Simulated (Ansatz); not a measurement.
# Band-structure calculation, with input and output: Hf2Si

Hf2Si (I4/mcm, 6 atoms in the cell), computed with DFT LDA, scalar-relativistic, plane waves, PAW, no spin polarisation (Ansatz 0.2.0).

The structure derives from a Materials Project entry. Figures and captions count atoms from 1; the log counts them from 0 in places.

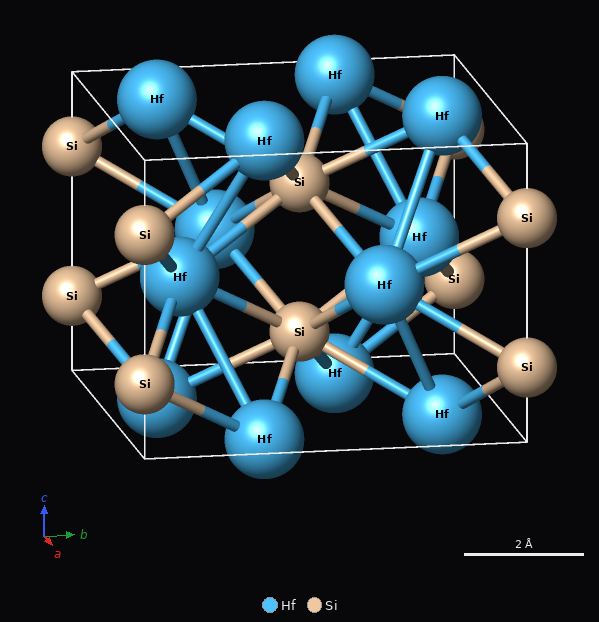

Fig. 1: The structure (ball-and-stick view of the cell 2 times as large as that of the calculation, set on its symmetry axes, seen slightly off an axis).

### The input
```yaml
crystal:
  lattice:
    - [-3.2918787595, 3.2918787595, 2.5965750962]
    - [3.2918787595, -3.2918787595, 2.5965750962]
    - [3.2918787595, 3.2918787595, -2.5965750962]
  atoms:
    - { symbol: Hf, position: [0.843102642, 0.656897358, 0.5] }
    - { symbol: Hf, position: [0.343102642, 0.843102642, 0.1862052839] }
    - { symbol: Hf, position: [0.156897358, 0.343102642, 0.5] }
    - { symbol: Hf, position: [0.656897358, 0.156897358, 0.8137947161] }
    - { symbol: Si, position: [0.75, 0.75, 0.0] }
    - { symbol: Si, position: [0.25, 0.25, 0.0] }
basis:
  ecutwfc: 420
kpoints:
  mp_grid: { grid: [10, 10, 10] }
  band_path:
    path:
      - [[0.0, 0.0, 0.0], [0.0, 0.0, 0.5], [-0.5, 0.5, 0.5], [0.0, 0.0, 0.0], [0.40554431, 0.40554431, -0.40554431]]
      - [[-0.40554431, 0.59445569, 0.40554431], [-0.5, 0.5, 0.5]]
      - [[0.0, 0.0, 0.5], [0.25, 0.25, 0.25], [0.0, 0.5, 0.0], [0.0, 0.0, 0.0]]
    npoints: 14
hamiltonian:
  xc: lda
scf:
  occupations: { method: gaussian, width: 0.1 }
  n_extra_bands: 15
output:
  forces: true
  stress: true
  eigenvalues: true
  populations: true
  dos: { projected: true, de: 0.02, nscf_kmesh: { grid: [15, 15, 15] } }
  bader: true
  write_density: true
  write_potential: true
  elf: true
  volumetric_format: npy
```

Run on 1 thread of AMD EPYC (Zen 3), 32 GiB of memory available, shared host.

Launch command:
```bash
ansatz run input.yaml --threads 1 --pin off --max-ram 2560MiB --backend cpu --events-out ev --progress --plain --runs-dir out
```

### Log
```
scf.n_extra_bands = 15 over 56 filled bands (N_el = 112.0): the run solves 71 bands
Engine: ansatz 0.2.0, x86_64-unknown-linux-gnu
Pseudopotentials: kind: paw
Pseudopotential: Hf, paw, valence charge 26, recommended cutoff 420 eV (normal), Hf.paw.azcp
Pseudopotential: Si, paw, valence charge 4, recommended cutoff 420 eV (normal), Si.paw.azcp
Functional definition: SPW92
  exchange = slater_x
  correlation = pw_c
Crystal: 6 atoms, lattice volume = 112.551 Å³
Basis set: ecut = 420 eV, 2161 PW (Γ)
Bands: 71, of which v1, the nominal top of the filled ones, is band 56 counted from 1 (55 counted from 0)
Symmetry: 16 space group operations
Space group: I4/mcm (ITA 140), of the structure as read, at distance tolerance 4.8e-5 Å
k-points: 102 of 1000
Non-local potential: Hf, projectors of the file, l = 0: 3, l = 1: 2, l = 2: 2, l = 3: 3
Non-local potential: Si, projectors of the file, l = 0: 2, l = 1: 2, l = 2: 2
PAW form: soft (Blöchl's): semilocal exchange-correlation on the pseudo side does not see the compensation charge
PAW frozen core: Hf, regenerated for the run's functional, and the local potential with it (the file was generated under x = pbe(κ = 0.804, μ = 0.2195149727645171), c = pbe(β = 0.06672455060314922))
PAW frozen core: Si, regenerated for the run's functional, and the local potential with it (the file was generated under x = pbe(κ = 0.804, μ = 0.2195149727645171), c = pbe(β = 0.06672455060314922))
PAW one-centre angular grid: Hf, 590 points (default); XC on 64 Gauss nodes
PAW one-centre angular grid: Si, 110 points (default); XC on 64 Gauss nodes
Initial density: superposition of atomic densities (neutral atoms: chi_scale 0, normalization atom), corrected by the library's trained network
Initial wavefunctions: pseudopotential atomic-orbital guess
Functional: x = slater, c = lda
SCF iter   1: F=—  HF=-63129.315903 eV  |F-HF|=—  |Δ(HF+E_count)|=         —  Δρ=5.84e-3  dr2=2.95e-2  ethr=1.77e-3  ⟨swp⟩=5.2  Hψ=24211  notcnv=0  defer=97
preconditioner: auto → Kerker (q_TF=auto, 2.726 Å⁻¹)  [metal: Δε(μ)=0.008 eV  Ē_g=17.506 eV  σ=0.100 eV  W_gap=0.04  n_scr=38 (ndim 8)  ℏωp=35.7 eV  f_vac=0.000  D(μ)=2.43/eV (n_scr^D=16)]
SCF iter   2: F=—  HF=-63129.312063 eV  |F-HF|=—  |Δ(HF+E_count)|=   3.84e-3  Δρ=3.52e-3  dr2=1.31e-2  ethr=2.63e-5  ⟨swp⟩=3.0  Hψ=11896  notcnv=0  defer=143
SCF iter   3: F=—  HF=-63129.310761 eV  |F-HF|=—  |Δ(HF+E_count)|=   1.30e-3  Δρ=1.11e-3  dr2=1.60e-3  ethr=1.17e-5  ⟨swp⟩=2.0  Hψ=10419  notcnv=0  defer=143
SCF iter   4: F=—  HF=-63129.309184 eV  |F-HF|=—  |Δ(HF+E_count)|=   1.58e-3  Δρ=4.49e-4  dr2=1.79e-4  ethr=1.43e-6  ⟨swp⟩=2.0  Hψ=12087  notcnv=0  defer=143
SCF iter   5: F=—  HF=-63129.309106 eV  |F-HF|=—  |Δ(HF+E_count)|=   7.80e-5  Δρ=8.44e-5  dr2=1.24e-5  ethr=1.60e-7  ⟨swp⟩=2.0  Hψ=11620  notcnv=0  defer=143
SCF iter   6: F=—  HF=-63129.309101 eV  |F-HF|=—  |Δ(HF+E_count)|=   5.04e-6  Δρ=2.88e-5  dr2=1.00e-6  ethr=1.10e-8  ⟨swp⟩=2.1  Hψ=12027  notcnv=0  defer=143
SCF iter   7: F=-63129.309100 eV  HF=-63129.309100 eV  |F-HF|=3.76e-8  |Δ(HF+E_count)|=   3.26e-7  Δρ=5.87e-6  dr2=6.33e-8  ethr=8.93e-11  ⟨swp⟩=13.6  Hψ=59878  notcnv=0
SCF 1 converged in 7 iterations: F = -63129.309100 eV  dr2 = 6.33e-8
  greatest PAW one-centre occupation: 0.998 electrons in one spin orbital (limit 2), on the Hf atom at site 3 (counted from 0), in its partial waves of l = 3
NSCF: frozen V_eff on 115 k-points
NSCF: frozen V_eff on 288 k-points
SCF converged after 7 iterations
Free energy (F): -63129.309100 eV
Harris-Foulkes:  -63129.309100 eV  (|F-HF|=3.76e-8)
Internal energy: -63129.297049 eV  (E = F + TS)
E sigma→0 (E₀):  -63129.303075 eV
Entropy (-TS):   -0.012051 eV (-2.009 meV/atom)
Fermi energy:    17.743237 eV
--- Per-component energies (eV) ---
  E_band       = 61.286554
  E_kinetic    = 1779.620722
  E_local      = -22326.820906  (includes V_loc(G=0)·N_el)
  E_nonlocal   = -4878.789629
  E_hartree    = 10497.224054
  E_xc         = -1301.845884
  E_vxc        = -1163.353417  (∫ρ·V_xc dr)
  E_paw        = -27713.436518  (= ΣΔE_a)
  E_vpaw       = 5656.168209  (= ΣTr[D̂ρ^β])
  E_aug_tail   = 0.000005  (compensation charges beyond the density's cutoff)
  E_ewald      = -19195.246526
  E_core_change = 9.997632  (= ΣΔE_core)
  E_smearing   = -0.012051  (= −TS)
  E_closure    = 0.000000  (closes the sum)
  Σ components = -63129.309100   (vs F -63129.309100, Δ=0.00e0)
--- Forces (eV/Å), atoms counted from 1 ---
  atom   1  Hf    -0.01346104     0.01346104     0.00000000
  atom   2  Hf     0.01346104     0.01346104     0.00000000
  atom   3  Hf     0.01346104    -0.01346104     0.00000000
  atom   4  Hf    -0.01346104    -0.01346104     0.00000000
  atom   5  Si     0.00000000    -0.00000000     0.00000000
  atom   6  Si    -0.00000000     0.00000000     0.00000000
  max |Σ_I F_I| component: 2.08e-17 eV/Å
--- Stress (GPa, compression-positive) ---
       -8.344671      -0.000000      -0.000000
       -0.000000      -8.344671      -0.000000
        0.000000       0.000000      -7.888461
  P = ⅓ Tr σ = -8.1926 GPa (-81.926 kbar)
--- Band table (eV; the first three rows and the last of 102) ---
  k-point 0: bands = ["-43.6846", "-43.6527", "-43.6157", "-43.6157", "-12.5785", "-12.5695", "-12.4701", "-12.4701", "-12.4424", "-12.4424", "-12.3496", "-12.3256", "-12.3067", "-12.0201", "-11.9983", "-11.9983", "6.2679", "6.2967", "6.3000", "6.3009", "6.3017", "6.3079", "6.3079", "6.3103", "6.3104", "6.3104", "6.3153", "6.3153", "6.3203", "6.3206", "6.3235", "6.3286", "6.3301", "6.3308", "6.3308", "6.3329", "6.3350", "6.3385", "6.3385", "6.3464", "6.3630", "6.3630", "6.3662", "6.3662", "7.2512", "11.7416", "13.8547", "14.1442", "14.5789", "14.5789", "16.3867", "16.3867", "16.5130", "16.5130", "16.7789", "16.8632", "19.6889", "19.7339", "19.7425", "20.1760", "20.1760", "20.2861", "20.2861", "21.0770", "21.8323", "22.6900", "23.2380", "23.4375", "24.3173", "24.4724", "24.4724"]
  k-point 1: bands = ["-43.6835", "-43.6525", "-43.6170", "-43.6157", "-12.5760", "-12.5737", "-12.4698", "-12.4605", "-12.4570", "-12.4426", "-12.3460", "-12.3291", "-12.2852", "-12.0233", "-12.0113", "-11.9986", "6.2707", "6.2971", "6.2999", "6.3000", "6.3019", "6.3059", "6.3081", "6.3088", "6.3126", "6.3135", "6.3138", "6.3154", "6.3202", "6.3205", "6.3225", "6.3286", "6.3301", "6.3319", "6.3326", "6.3331", "6.3349", "6.3380", "6.3380", "6.3466", "6.3618", "6.3630", "6.3651", "6.3663", "7.3149", "11.7813", "13.6846", "13.7254", "14.7162", "14.9746", "16.3103", "16.3217", "16.4041", "16.5243", "16.8130", "16.9248", "19.3659", "19.7076", "19.7607", "19.9416", "20.0658", "20.2986", "20.8648", "21.3232", "22.0680", "22.6305", "23.2399", "23.4322", "24.0818", "24.1773", "24.4284"]
  k-point 2: bands = ["-43.6806", "-43.6517", "-43.6207", "-43.6157", "-12.5863", "-12.5583", "-12.4945", "-12.4674", "-12.4430", "-12.4314", "-12.3502", "-12.3262", "-12.2405", "-12.0461", "-12.0332", "-11.9994", "6.2773", "6.2953", "6.2996", "6.3008", "6.3019", "6.3031", "6.3079", "6.3108", "6.3112", "6.3158", "6.3160", "6.3169", "6.3198", "6.3203", "6.3213", "6.3273", "6.3285", "6.3327", "6.3352", "6.3359", "6.3365", "6.3369", "6.3372", "6.3466", "6.3585", "6.3621", "6.3630", "6.3666", "7.4944", "11.8911", "13.0531", "13.4962", "14.9620", "15.2447", "16.1413", "16.3111", "16.4593", "16.5262", "16.7533", "16.8998", "19.1186", "19.5674", "19.6449", "19.7799", "19.8817", "20.5629", "21.6670", "21.7379", "22.4105", "22.5148", "23.0689", "23.4005", "23.6943", "23.8832", "24.1380"]
  k-point 101: bands = ["-43.6497", "-43.6407", "-43.6407", "-43.6379", "-12.6620", "-12.5794", "-12.5457", "-12.3938", "-12.3938", "-12.3400", "-12.3200", "-12.2626", "-12.1342", "-12.1342", "-12.1130", "-12.1130", "6.2860", "6.2986", "6.3018", "6.3018", "6.3037", "6.3037", "6.3042", "6.3093", "6.3146", "6.3195", "6.3222", "6.3222", "6.3252", "6.3252", "6.3300", "6.3318", "6.3318", "6.3319", "6.3369", "6.3372", "6.3372", "6.3391", "6.3406", "6.3443", "6.3443", "6.3446", "6.3500", "6.3565", "8.7264", "12.2065", "12.7820", "12.7820", "12.8143", "15.3800", "15.7567", "15.7567", "16.8571", "17.3123", "17.7421", "18.0545", "18.0982", "18.0982", "19.0458", "19.1237", "19.4471", "19.4471", "22.1414", "22.1448", "22.6337", "22.6337", "22.7011", "22.7011", "23.1909", "23.6834", "23.8685"]
--- Löwdin populations: 6 sites ---
  site symbol       q [e]
     0     Hf     25.8029
     1     Hf     25.8029
     2     Hf     25.8029
     3     Hf     25.8029
     4     Si      4.2216
     5     Si      4.2216
  spilling = 0.003082 (of n_electrons = 112.000000)
--- Bader charges: 6 sites ---
  site symbol  charge [e]  shift [e]
     0     Hf      0.6849     0.0000
     1     Hf      0.6849     0.0000
     2     Hf      0.6849     0.0000
     3     Hf      0.6849     0.0000
     4     Si     -1.3698     0.0000
     5     Si     -1.3699     0.0000
  estimated error of the sums over rays = 5.3e-4 e
```

### File bader_charges.tsv
```
# site	symbol	x_ang	y_ang	z_ang	partial_charge_e	electrons	volume_ang3	relative_density_drop	shared_charge_e	partial_wave_shift_e
# quadrature_error_electrons = 5.3e-4
0	Hf	1.0330	2.2589	2.5966	0.68493	71.31507	18.35	-	0.68493	0.00002
1	Hf	2.2589	-1.0330	2.5966	0.68492	71.31508	18.35	-	0.68492	0.00002
2	Hf	2.2589	1.0330	0.0000	0.68494	71.31506	18.35	-	0.68494	0.00002
3	Hf	1.0330	4.3249	0.0000	0.68492	71.31508	18.35	-	0.68492	0.00002
4	Si	0.0000	0.0000	3.8949	-1.36981	15.36981	19.58	-	-1.36981	0.00004
5	Si	0.0000	0.0000	1.2983	-1.36990	15.36990	19.58	-	-1.36990	0.00004
```

### File populations.tsv
```
# site	symbol	l	j	q
# orbitals = lowdin
# n_electrons = 112.000000
# spilling = 0.003082
0	Hf	0_5S	-	1.956933
0	Hf	0_6S	-	0.673757
0	Hf	1_5P	-	5.982664
0	Hf	2_5D	-	3.195345
0	Hf	3_4F	-	13.994178
1	Hf	0_5S	-	1.956933
1	Hf	0_6S	-	0.673757
1	Hf	1_5P	-	5.982664
1	Hf	2_5D	-	3.195345
1	Hf	3_4F	-	13.994178
2	Hf	0_5S	-	1.956933
2	Hf	0_6S	-	0.673757
2	Hf	1_5P	-	5.982664
2	Hf	2_5D	-	3.195345
2	Hf	3_4F	-	13.994178
3	Hf	0_5S	-	1.956933
3	Hf	0_6S	-	0.673757
3	Hf	1_5P	-	5.982664
3	Hf	2_5D	-	3.195345
3	Hf	3_4F	-	13.994178
4	Si	0_3S	-	1.190153
4	Si	1_3P	-	3.031497
5	Si	0_3S	-	1.190153
5	Si	1_3P	-	3.031497
```

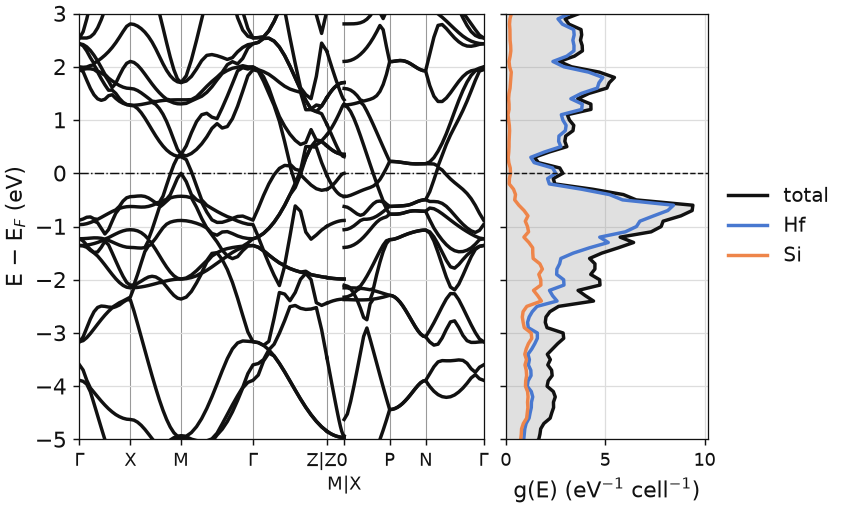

Fig. 2: Band structure along Γ–X–M–Γ–Z|Z0–M|X–P–N–Γ and density of states (projected on Löwdin-orthogonalised atomic shells), with energies from the Fermi level. Bands cross the Fermi level: a metal at this level of theory.

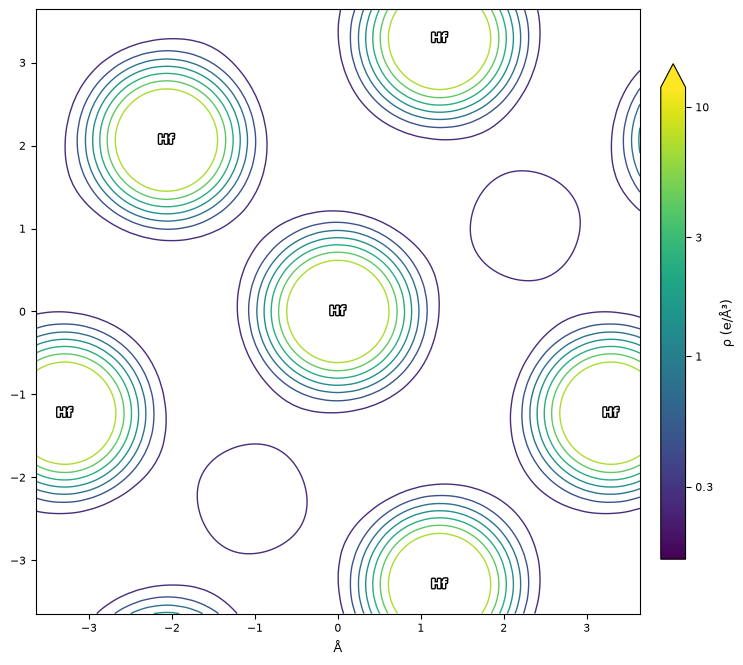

Fig. 3: Valence electron density on the (001) plane of the conventional cell. Atoms in the plane: Hf. Hf–Hf (2.92 Å): ρ at the midpoint is about 0.22 e/Å³. Away from the nuclei the density in this plane falls to 0.15 e/Å³ at its lowest. Core electrons are frozen (PAW), so the fields are smoothed inside the atomic spheres.

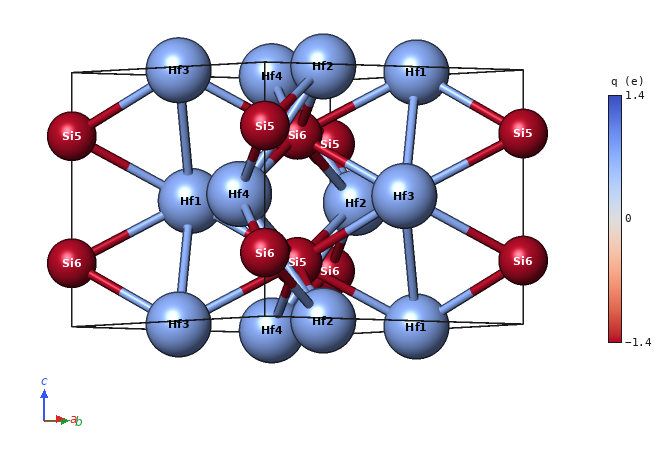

Fig. 4: Bader charges, as the colour of each atom (ball-and-stick view of the cell 2 times as large as that of the calculation, set on its symmetry axes, seen at an oblique angle; atoms are numbered from 1 in the order of the input). By element: Hf +0.68 and Si −1.37 e.

### Key numbers

| quantity | value |
| --- | --- |
| outcome | converged |
| space group (tolerance 0.01 Å) | I4/mcm (140) |
| electrons treated | 112 |
| free energy | −63129.3091 eV |
| Fermi energy | 17.743 eV |
| gap on the k-point mesh | none (metallic) |
| pressure | −8.19 GPa |
| largest force (length of the vector) | 0.019 eV/Å |
| wall time | 2.4 min |
| peak memory | 1.4 GiB |

Spin–orbit coupling is left out, which matters for Hf. The cell is under a tension of 8.2 GPa at this level, so it is not at its equilibrium volume.
